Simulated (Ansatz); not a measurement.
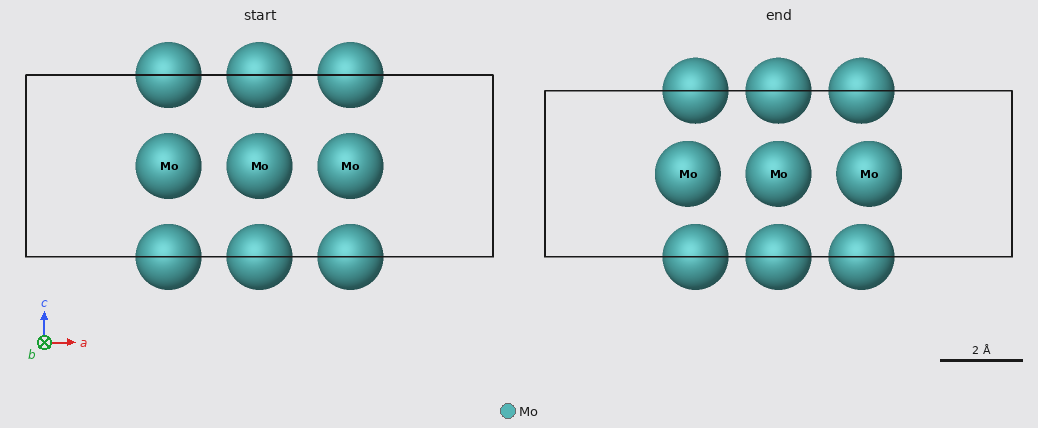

The structure of a wire of composition Mo before (left) and after (right) a relaxation, at one scale.

Style: spheres-only. Shown: the cell of the calculation, with the vacuum cut short, along the b axis.

Case: wire along [1 1 0], 9 atoms a period.

These are results of DFT PBE, scalar-relativistic, plane waves, PAW in Ansatz, not measurements.

Input
```yaml
crystal:
  lattice:
    - [13.5, 0.0, 0.0]
    - [0.0, 12.5, 0.0]
    - [0.0, 0.0, 4.4695390374]
  atoms:
    - { symbol: Mo, position: [0.5, 0.5, 0.0] }
    - { symbol: Mo, position: [0.3344615171, 0.5, 0.5] }
    - { symbol: Mo, position: [0.6655384829, 0.5, 0.5] }
    - { symbol: Mo, position: [0.3344615171, 0.6264176545, 0.0] }
    - { symbol: Mo, position: [0.3344615171, 0.3735823455, 0.0] }
    - { symbol: Mo, position: [0.6655384829, 0.6264176545, 0.0] }
    - { symbol: Mo, position: [0.6655384829, 0.3735823455, 0.0] }
    - { symbol: Mo, position: [0.5, 0.6264176545, 0.5] }
    - { symbol: Mo, position: [0.5, 0.3735823455, 0.5] }
basis:
  ecutwfc: 420
kpoints:
  mp_grid: { grid: [1, 1, 8] }
hamiltonian:
  xc: pbe
scf:
  occupations: { method: gaussian, width: 0.05 }
output:
  forces: true
  stress: true
  eigenvalues: true
  populations: true
  write_density: true
  write_potential: true
  elf: true
  volumetric_format: npy
relax:
  adjacent_minimum: "off"
  f_tol: 0.02
  max_steps: 45
  cell: { fix: [a, b, alpha, beta, gamma], stress_tol: 0.03 }
```

Run as
```bash
ansatz run input.yaml --threads 4 --pin off --max-ram 9216MiB --backend cpu --events-out ev --progress --plain --runs-dir out
```

**Describe what moved and what it gained.**

The largest moves relative to the layer's centre, 0.22 Å, are those of Mo4, Mo5, Mo6 and Mo7. Along the periodic axis the drawn cell goes c 4.470 → 4.085 Å (−8.6 %). Some distances before and after: Mo4–Mo8 3.160 → 2.887 Å, Mo1–Mo4 2.737 → 2.516 Å, Mo4–Mo5 3.160 → 2.947 Å, Mo2–Mo4 2.737 → 2.525 Å. Bond angles that change, for instance: Mo4–Mo2–Mo5 180.0° → 171.4°, Mo4–Mo2–Mo9 109.5° → 105.7°, Mo4–Mo2–Mo8 70.5° → 66.8°. The energy falls by 3.290 eV per cell of the calculation in 7 accepted moves (8 points after the start). The largest force component goes from 2.5 to 0.0048 eV/Å. The SCF was repeated once at an unchanged geometry on a basis and grid sized afresh for the cell, which shifted the energy by 3.3 meV per cell of the calculation at most.

Limits of the set-up: the k-point mesh is coarse for a cell with partly filled bands.
